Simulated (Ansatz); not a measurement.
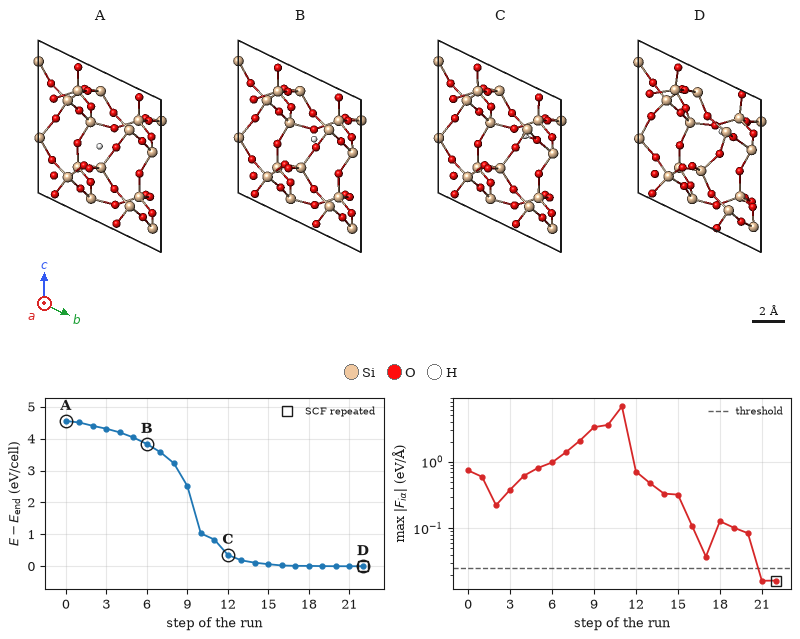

Frames of a relaxation of a defect cell of composition Si16HO32 (cell charge +1), marked on the history of the run. A ball-and-stick model of the cell of the calculation (origin shifted), seen along the a axis.

Case: H interstitial, charge +1, atoms relaxed at the host's cell.

Theory: Ansatz 0.2.0, DFT PBE, scalar-relativistic, plane waves, PAW. (plane-wave cutoff 420 eV; k-point mesh 2 × 2 × 2; occupations gaussian; smearing width 0.01 eV; mesh shifted by (0.5, 0.5, 0.5); no spin polarisation; atoms relaxed in a fixed cell; force threshold 0.025 eV/Å; at most 45 steps)

Q: Describe the path.

A: The H atom moves most: 1.73 Å roughly along [1 1 1]. Largest moves by element: H 1.73 Å, O 0.84 Å, Si 0.38 Å. The lattice vectors keep their values. Near-neighbour distances that change, for instance: H–O 3.073 → 0.985 Å, O–Si 1.617 → 1.790 Å, O–Si 1.626 → 1.596 Å, O–Si 1.624 → 1.652 Å. New bonds form, among them: H–O (3.07 → 0.99 Å). Bond angles that change, for instance: Si–O–Si 173.1° → 144.5°, Si–O–Si 174.0° → 156.7°, Si–O–Si 175.8° → 160.1°. After 21 accepted moves (22 points after the start) the energy has fallen by 4.552 eV per cell of the calculation. The largest force component goes from 0.74 to 0.016 eV/Å. 1 step only repeated the SCF at the same geometry. The run took 4.8 min on 4 threads of Intel(R) Xeon(R) 6975P-C (Granite Rapids) (shared host), peak memory 2.7 GiB. From step 0 to 6: the H atom moves most (1.04 Å), energy −0.721 eV per cell of the calculation. From step 6 to 12: the H atom moves most (0.83 Å), energy −3.475 eV per cell of the calculation. From step 12 to 22: an O atom moves most (0.55 Å), energy −0.357 eV per cell of the calculation.

```
step  E − E(0), meV/atom  largest force component, eV/Å                         note
   0                0.00                         0.7447                             
   1               -0.96                         0.5962                             
   2               -3.11                         0.2229                             
   3               -4.95                         0.3798                             
   4               -7.29                         0.6198                             
   5              -10.53                         0.8109                             
   6              -14.71                         0.9789                             
   7              -19.89                         1.3986                             
   8              -26.98                         2.0923                             
   9              -41.57                         3.3226                             
  10              -71.90                         3.5971                             
  11              -75.83                         6.8079                             
  12              -85.63                         0.7149                             
  13              -89.14                         0.4792                             
  14              -90.64                         0.3334                             
  15              -91.59                         0.3216                             
  16              -92.43                         0.1104                             
  17              -92.66                         0.0376                             
  18              -92.69                         0.1280                             
  19              -92.82                         0.1023                             
  20              -92.89                         0.0847                             
  21              -92.90                         0.0163                             
  22              -92.90                         0.0164  same geometry, SCF repeated
```

Limits of the set-up: the cell is charged, on a uniform background, and energies carry no finite-size correction.
